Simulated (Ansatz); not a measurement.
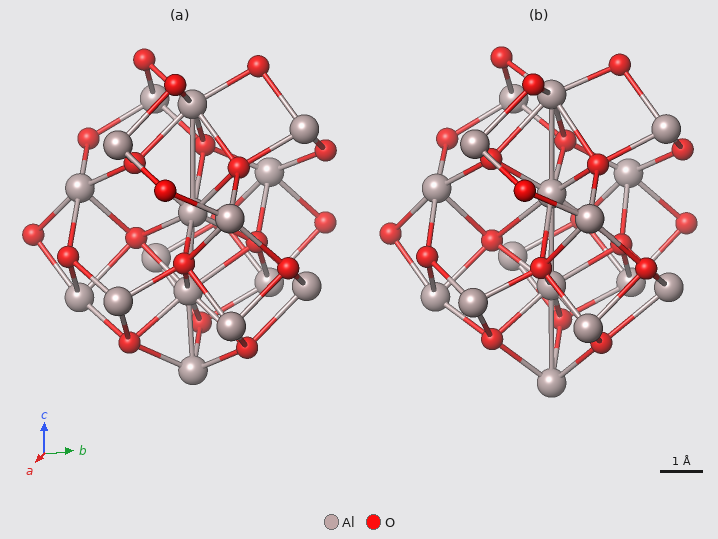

The structure of a defect cell of composition Al$_{49}$O$_{72}$ (cell charge +2) before (left) and after (right) a relaxation, at one scale.

Style: ball-and-stick. Shown: the atoms within 4.2 Å of the atom that moves most (axes of the cell of the calculation (origin shifted)), slightly off an axis.

Level of theory: DFT, PBEsol, PAW, plane waves in Ansatz. (plane-wave cutoff 420 eV; k-point mesh 1 × 1 × 1; mesh shifted by (0.25, 0.25, 0.25); collinear spin; atoms relaxed in a fixed cell; force threshold 0.03 eV/Å; at most 80 steps)

Question: Summarise the run.

Answer: The atom that moves furthest is an Al atom (0.46 Å along +c). By element the largest moves are Al 0.46 Å, O 0.20 Å. The cell doesn't change. Some distances before and after: Al–Al 1.941 → 2.386 Å, Al–O 1.880 → 2.279 Å, Al–O 1.896 → 2.288 Å, Al–Al 1.926 → 2.252 Å. Bond angles that change, for instance: Al–O–Al 92.8° → 80.9°, Al–O–Al 137.9° → 127.7°, Al–O–Al 84.9° → 76.6°. Over 8 geometry steps the energy falls by 7.485 eV per cell of the calculation. The largest force component goes from 14 to 0.02 eV/Å. The run took 13 s on 1 × NVIDIA GB200 with 8 threads of Arm Neoverse-V2, peak memory 2 GiB.

Limits of the set-up: the cell is charged, on a uniform background, and energies carry no finite-size correction.
